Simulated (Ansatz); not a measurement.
**Energy of CuO along an even scaling of the cell**

System: CuO (2 atoms in the cell).
Method: Kohn-Sham DFT of a periodic cell, PBE, Ansatz PAW, no spin polarisation (Ansatz 0.2.0).

The 5 runs differ only in the geometry, by an even scaling of the cell at fixed fractional positions. The structure was built on a prototype by a generator; it need not be a known phase.

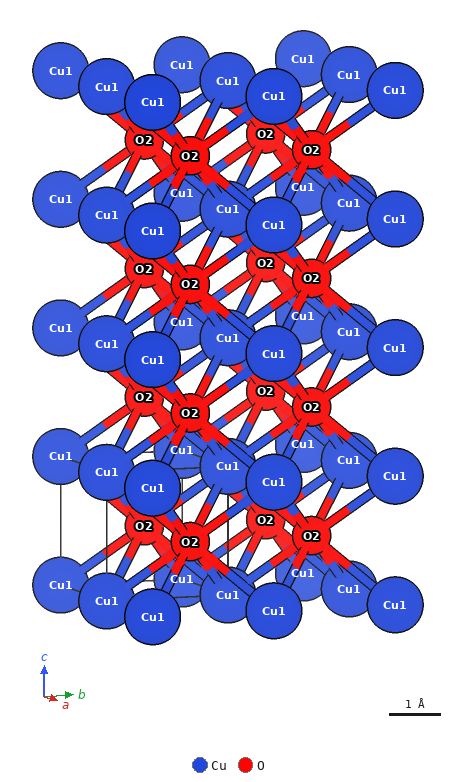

Figure 1. The structure of run 3 (ball-and-stick view of the cell of the calculation, repeated 2 × 2 × 4, seen slightly off an axis; atoms are numbered from 1 in the order of the input).

**Input of run 3**
```yaml
crystal:
  lattice:
    - [2.55255061, 0.0, 0.0]
    - [0.0, 2.55255061, 0.0]
    - [0.0, 0.0, 2.55255061]
  atoms:
    - { symbol: Cu, position: [0.0, 0.0, 0.0] }
    - { symbol: O, position: [0.5, 0.5, 0.5] }
hamiltonian:
  xc: pbe
  pseudopotentials: { kind: paw }
kpoints:
  mp_grid: { grid: [10, 10, 10] }
scf:
  occupations: { method: fermi_dirac, width: 0.05 }
output:
  forces: true
  stress: true
  eigenvalues: true
```

Command:
```bash
ansatz run input.yaml --threads 2 --pin off --max-ram 5120MiB --backend cpu --events-out ev --progress --plain --runs-dir out
```

Lattice vectors (Å) and fractional positions of run 3:
```
   2.552551    0.000000    0.000000
   0.000000    2.552551    0.000000
   0.000000    0.000000    2.552551
Cu  0.000000  0.000000  0.000000
O   0.500000  0.500000  0.500000
```

Run 4 differs from it as follows:
```diff
-    - [2.55255061, 0.0, 0.0]
-    - [0.0, 2.55255061, 0.0]
-    - [0.0, 0.0, 2.55255061]
+    - [2.5694554113, 0.0, 0.0]
+    - [0.0, 2.5694554113, 0.0]
+    - [0.0, 0.0, 2.5694554113]
```

**Results, with one run withheld**

| run | volume per atom (Å³) | free energy per atom, from the lowest run given (meV) | pressure (GPa) |
| --- | --- | --- | --- |
| 1 | 7.817 | 135.02 | 39.60 |
| 2 | 8.149 | 66.93 | 26.42 |
| 3 | 8.316 | 42.41 | 20.82 |
| 4 | 8.482 | ? | ? |
| 5 | 8.815 | 0.00 | 7.14 |

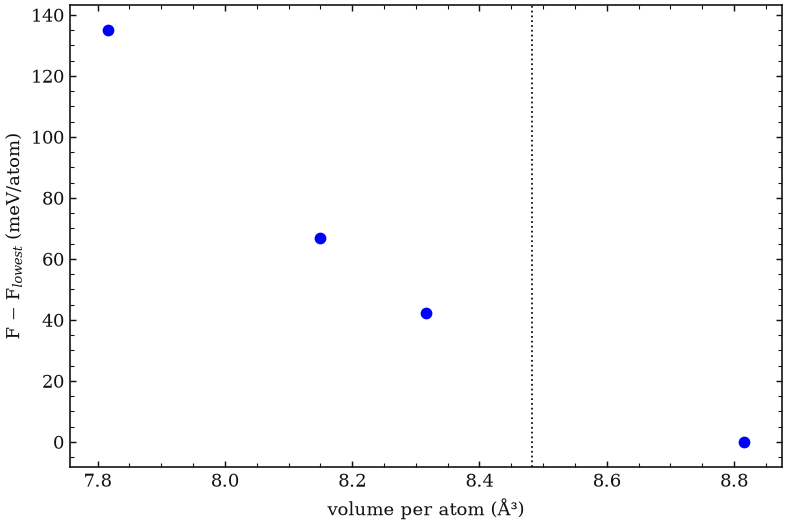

Figure 2. Free energy per atom of the runs given; the dotted line marks run 4.

What should run 4 give?

A quadratic polynomial in V^(−2/3) (the Birch–Murnaghan form), fitted to the 4 runs given, misses them by at most 0.09 meV per atom. With x = V^(−2/3) − 0.24470 Å⁻², it reads F = 49.771 + 7175 x + 2.2888e+05 x² (meV per atom). At run 4 it gives 23.34 meV per atom, and the run itself gives 23.57. The slope of the fit gives a pressure −dF/dV of 15.82 GPa there, and the run prints 15.78 GPa. The fit has no minimum inside this range.

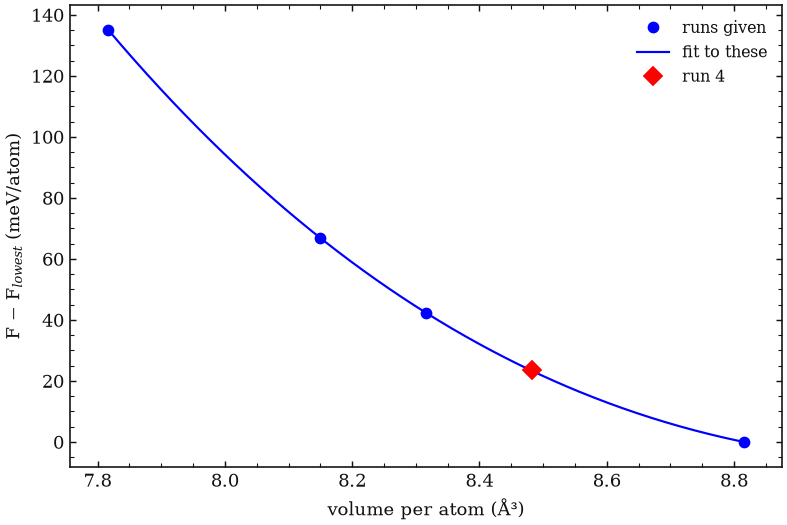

Figure 3. The fit and the withheld run.

**Output, shortened to warnings, some set-up lines, iterations and results (run 4)**
```
Basis set: ecut = 420 eV, 341 PW (Γ), exchange–correlation on 36×36×36 points (8 copies of the dense FFT grid, shifted against one another)
Symmetry: 48 space group operations
k-points: 56 of 1000
Initial density: superposition of atomic densities (neutral atoms: chi_scale 0, normalization atom), corrected by the library's trained network
[...]
SCF iter   1: F=—  HF=-7189.943180 eV  |F-HF|=—  |Δ(HF+E_count)|=         —  Δρ=7.99e-3  dr2=8.19e-3  ethr=1.77e-3  ⟨swp⟩=5.2  Hψ=4058  notcnv=0
SCF iter   2: F=—  HF=-7189.943003 eV  |F-HF|=—  |Δ(HF+E_count)|=   1.77e-4  Δρ=4.72e-3  dr2=3.56e-3  ethr=3.28e-5  ⟨swp⟩=1.0  Hψ=1400  notcnv=0
SCF iter   3: F=—  HF=-7189.942699 eV  |F-HF|=—  |Δ(HF+E_count)|=   3.04e-4  Δρ=1.92e-3  dr2=3.68e-4  ethr=1.43e-5  ⟨swp⟩=1.0  Hψ=955  notcnv=0
SCF iter   4: F=—  HF=-7189.942588 eV  |F-HF|=—  |Δ(HF+E_count)|=   1.11e-4  Δρ=2.28e-4  dr2=2.17e-6  ethr=1.47e-6  ⟨swp⟩=2.0  Hψ=1339  notcnv=0
SCF iter   5: F=—  HF=-7189.942504 eV  |F-HF|=—  |Δ(HF+E_count)|=   8.44e-5  Δρ=4.55e-5  dr2=1.77e-7  ethr=8.67e-9  ⟨swp⟩=2.0  Hψ=1625  notcnv=0
SCF iter   6: F=-7189.942504 eV  HF=-7189.942504 eV  |F-HF|=1.10e-9  |Δ(HF+E_count)|=   3.17e-8  Δρ=3.69e-6  dr2=1.33e-9  ethr=4.00e-10  ⟨swp⟩=5.0  Hψ=4131  notcnv=0
SCF 1 converged in 6 iterations: F = -7189.942504 eV  dr2 = 1.33e-9
SCF converged after 6 iterations
Free energy (F): -7189.942504 eV
Harris-Foulkes:  -7189.942504 eV  (|F-HF|=1.10e-9)
Internal energy: -7189.919490 eV  (E = F + TS)
E sigma→0 (E₀):  -7189.930997 eV
Entropy (-TS):   -0.023014 eV (-11.507 meV/atom)
Fermi energy:    15.176868 eV
--- Per-component energies (eV) ---
  E_band       = -344.146193
  E_kinetic    = 472.574609
  E_local      = -4345.162524  (includes V_loc(G=0)·N_el)
  E_nonlocal   = 444.949471
  E_hartree    = 1892.618286
  E_xc         = -162.079858
  E_vxc        = -208.150857  (∫ρ·V_xc dr)
  E_paw        = -1824.201604  (= ΣΔE_a)
  E_vpaw       = -493.595421  (= ΣTr[D̂ρ^β])
  E_aug_tail   = 0.002759  (compensation charges beyond the density's cutoff)
  E_ewald      = -3668.620628
  E_smearing   = -0.023014  (= −TS)
  E_closure    = 0.000000  (closes the sum)
  Σ components = -7189.942504   (vs F -7189.942504, Δ=0.00e0)
--- Forces (eV/Å), atoms counted from 1 ---
  atom   1  Cu    -0.00000000     0.00000000     0.00000000
  atom   2  O      0.00000000     0.00000000     0.00000000
  max |Σ_I F_I| component: 3.35e-30 eV/Å
--- Stress (GPa, compression-positive) ---
       15.775009      -0.000000       0.000000
       -0.000000      15.775009       0.000000
        0.000000       0.000000      15.775009
  P = ⅓ Tr σ = 15.7750 GPa (157.750 kbar)
```

Notes: The run has no spin polarisation, so a magnetic state may lie lower.
